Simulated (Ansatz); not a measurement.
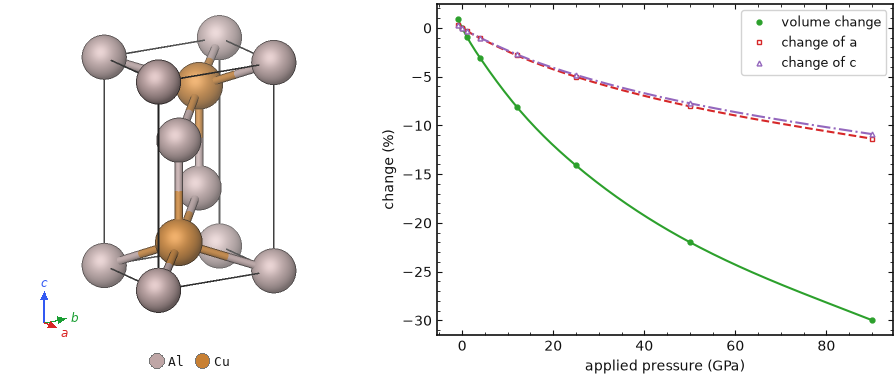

The plot gives the computed volume change, change of a and change of c against applied pressure for Al₃Cu₂, space group P-3m1 (No. 164). The conventional cell is drawn beside the plot.

Cell as given: a = 4.102 Å, b = 4.102 Å, c = 4.990 Å, α = 90.00°, β = 90.00°, γ = 120.00°; 5 atoms.

Calculation (Ansatz 0.2.0): volume, enthalpy and cell of a crystal along a series of hydrostatic pressures at zero temperature, keeping its symmetry; changes are against the given cell; the k mesh follows the cell and the gap; plane waves with PAW datasets, Γ-centred k mesh. Level: r2SCAN, no spin polarisation.

wave cutoff 500 eV; occupations Gaussian; k mesh at zero pressure 12×12×8; smearing width at zero pressure 0.1 eV.

The change of b equals the change of a.

Read off the course of the volume change.

It falls from 0.90 % at applied pressure −1 GPa to −29.98 % at 90 GPa.

How does the change of a vary with applied pressure?

It falls from 0.30 % at applied pressure −1 GPa to −11.36 % at 90 GPa.

Caveats: far from the equilibrium volume.

The computed values:

```json
{"applied pressure (GPa)": "-1", "volume change (%)": "0.90", "change of a (%)": "0.30", "change of c (%)": "0.29"}
{"applied pressure (GPa)": "0", "volume change (%)": "0.00", "change of a (%)": "0.00", "change of c (%)": "0.00"}
{"applied pressure (GPa)": "1", "volume change (%)": "-0.88", "change of a (%)": "-0.30", "change of c (%)": "-0.29"}
{"applied pressure (GPa)": "4", "volume change (%)": "-3.12", "change of a (%)": "-1.06", "change of c (%)": "-1.02"}
{"applied pressure (GPa)": "12", "volume change (%)": "-8.10", "change of a (%)": "-2.81", "change of c (%)": "-2.71"}
{"applied pressure (GPa)": "25", "volume change (%)": "-14.11", "change of a (%)": "-5.01", "change of c (%)": "-4.82"}
{"applied pressure (GPa)": "50", "volume change (%)": "-21.98", "change of a (%)": "-8.04", "change of c (%)": "-7.73"}
{"applied pressure (GPa)": "90", "volume change (%)": "-29.98", "change of a (%)": "-11.36", "change of c (%)": "-10.89"}
```
